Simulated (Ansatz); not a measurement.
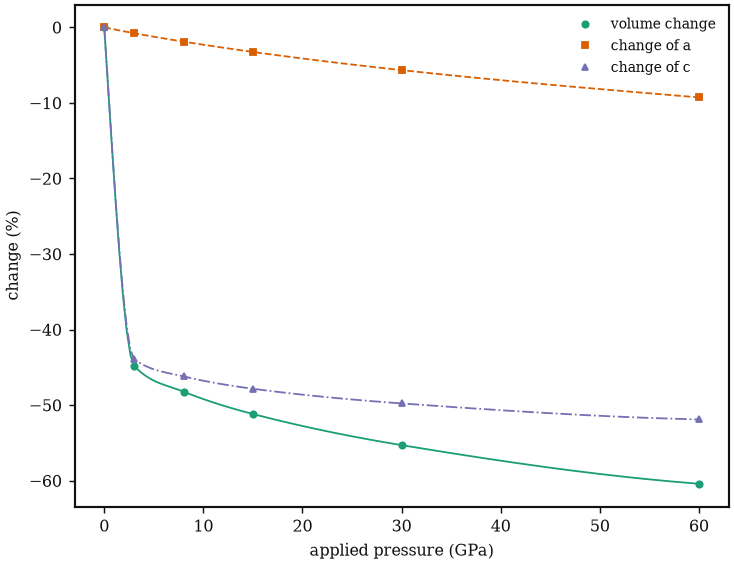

The plot gives the computed volume change, change of a and change of c against applied pressure for MoS₂, space group P-3m1 (No. 164).

Cell as given: a = 3.184 Å, b = 3.184 Å, c = 21.696 Å, α = 90.00°, β = 90.00°, γ = 120.00°; 6 atoms.

Computed with Ansatz 0.2.0: volume, enthalpy and cell of a crystal along a series of hydrostatic pressures at zero temperature, keeping its symmetry; changes are against the given cell; the k mesh follows the cell and the gap; plane waves with PAW datasets, Γ-centred k mesh. Level: r2SCAN, no spin polarisation.

- wave cutoff: 500 eV
- occupations: Gaussian
- k mesh at zero pressure: 12×12×2
- smearing width at zero pressure: 0.02 eV

The change of b equals the change of a.

Read off the course of the volume change.

It falls from 0.00 % at applied pressure 0 GPa to −60.40 % at 60 GPa.

Read off the course of the change of a.

It falls from 0.00 % at applied pressure 0 GPa to −9.27 % at 60 GPa.

Limits of the calculation: a crossing between the sampled k points may be missed; bands touch, and spin-orbit coupling could open a gap; far from the equilibrium volume; narrow smearing for a metal; structure snapped to symmetry.

The computed values:

| applied pressure (GPa) | volume change (%) | change of a (%) | change of c (%) |
| --- | --- | --- | --- |
| 0 | 0.00 | 0.00 | 0.00 |
| 3 | −44.77 | −0.77 | −43.91 |
| 8 | −48.21 | −1.89 | −46.19 |
| 15 | −51.17 | −3.25 | −47.83 |
| 30 | −55.29 | −5.66 | −49.77 |
| 60 | −60.40 | −9.27 | −51.89 |
